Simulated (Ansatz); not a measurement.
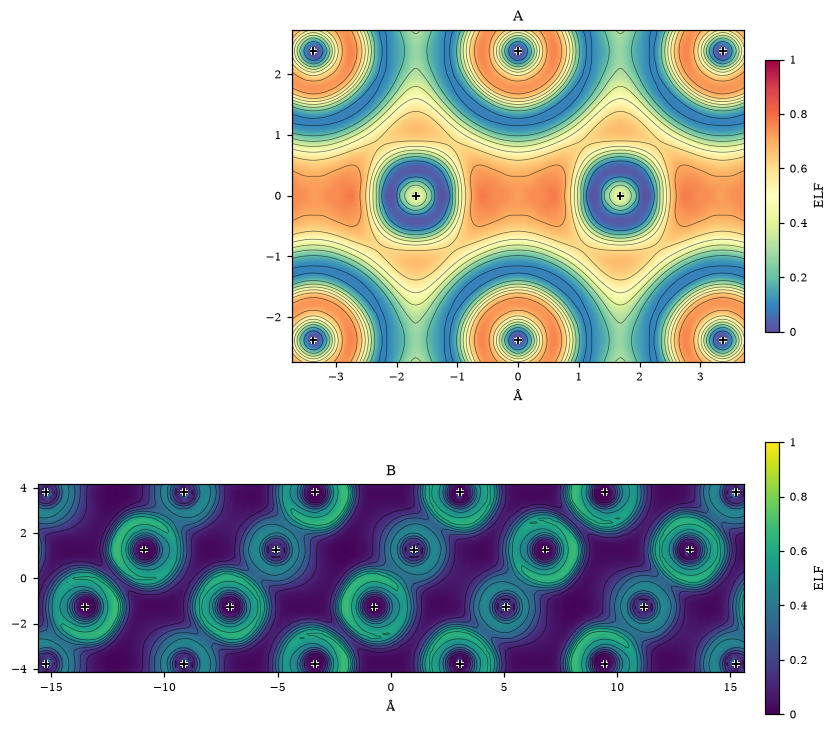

The electron localisation function of 2 systems, each on a plane through atoms (crosses mark nuclei in the plane).

Method: DFT LDA, scalar-relativistic, plane waves, PAW (Ansatz 0.2.0).

System 1: Bi₂Te₃, the (110) plane of the conventional cell. Space group R-3m.

System 2: ScAl, the (110) plane of the conventional cell. Space group Pm-3m; a structure from a database of computed crystals, not necessarily the ambient phase; computed pressure about −4 GPa in this cell.

```
Sc Al
1.0
     3.37035    0.00000    0.00000
     0.00000    3.37035    0.00000
     0.00000    0.00000    3.37035
Sc Al
1 1
Direct
  0.50000 0.50000 0.50000
  0.00000 0.00000 0.00000
```

Q: Match each panel to its system.

A: Panel A is system 2, ScAl: the plane holds Sc and Al. Sc–Al (2.92 Å): the ELF peaks at about 0.60 in the valence shell of Al, 1.1 Å from its nucleus, and is about 0.30 at the midpoint. Panel B is system 1, Bi₂Te₃: the plane holds Bi and Te. Bi–Te (3.07 Å): the ELF peaks at about 0.65 in the valence shell of Te, 1.3 Å from its nucleus, and drops to about 0.35 between the two atoms.
